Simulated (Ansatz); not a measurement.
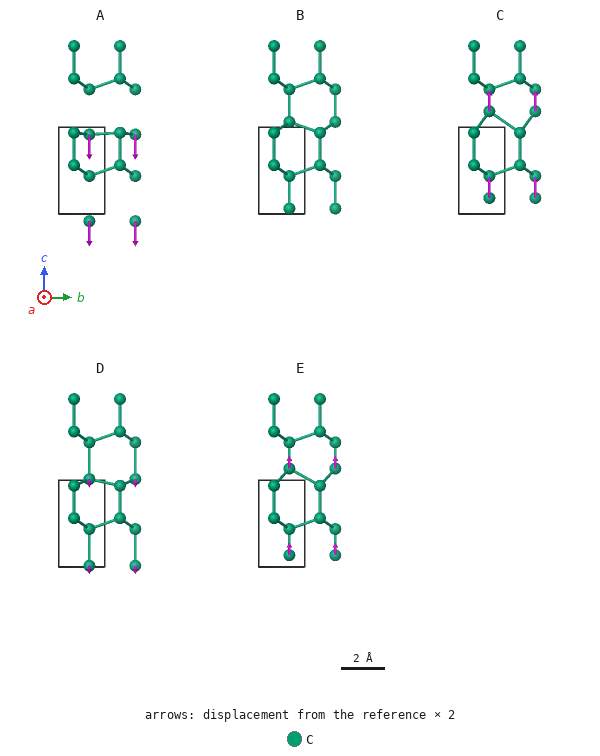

A crystal of C (P6_3/mmc): a C atom (one in each cell of 4 atoms) is moved towards the nearest copy of atom 3 (C) at 1.544 Å, all else fixed. Style: ball-and-stick. Shown: the cell of the calculation, repeated 2 × 2 × 2 with one cell outlined, along the a axis. Purple arrows: displacements from the reference.

All numbers below come from DFT PBE, scalar-relativistic, plane waves, PAW (Ansatz). Set-up: plane-wave cutoff 420 eV; k-point mesh 12 × 12 × 6; occupations gaussian; smearing width 0.05 eV; no spin polarisation. Energies (free energies at the smearing named) are counted from the cell as listed in its source, which wasn't relaxed.

### Order these geometries by energy, lowest first.

Lowest first: B (the displacement 0.00 Å, 0.00 eV/cell), D (the displacement −0.20 Å, 0.85 eV/cell), E (the displacement 0.30 Å, 2.90 eV/cell), A (the displacement −0.60 Å, 5.11 eV/cell), C (the displacement 0.50 Å, 10.24 eV/cell). Over the whole scan: the lowest computed point lies at the displacement 0.00 Å (0.00 eV/cell). At the ends of the scan the energy is 5.11 eV/cell (−0.60 Å) and 17.27 eV/cell (0.60 Å). The curvature at zero is about 50 eV/Å². The well is lopsided: at ±0.60 Å the energy is 3.4 times higher on the positive side. At the highest point the shortest interatomic distance is 0.94 Å, against 1.54 Å in the reference. The distortion takes the space group from P6_3/mmc to P3m1. The band gap on the mesh, 3.39 eV in the reference, closes at −0.60 Å, −0.40 Å, 0.30 Å, 0.40 Å, 0.50 Å, 0.60 Å.
